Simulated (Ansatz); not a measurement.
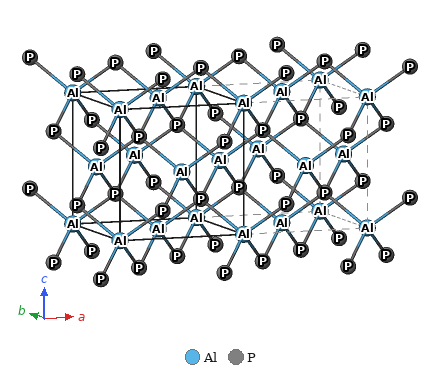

AlP (space group F-43m, No. 216): a calculation's input that goes back to an entry of the Crystallography Open Database (an earlier step may have relaxed or displaced it).

Bonds are taken as Al–P below 2.7 Å; no other contact counts. The graph is simplified in the usual way: terminal and isolated atoms are pruned, two-connected atoms become edges.

**What kind of net remains, and which atoms are its nodes?**

A uninodal 4-connected, three-periodic net: Al and P are 4-connected nodes.

**Name the underlying net.**

It is the dia net, known from diamond, zinc blende and cristobalite.

**Is the net interpenetrated?**

It is a single net, without interpenetration.

**How many nodes does the smallest cycle have?**

Six.

The simplified net, drawn on the atoms' positions. Nodes are coloured by element. Short stubs are edges that leave the cut-out.

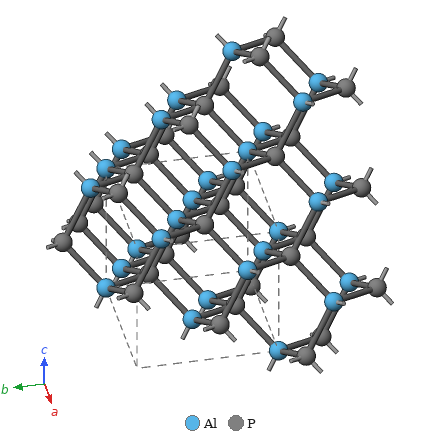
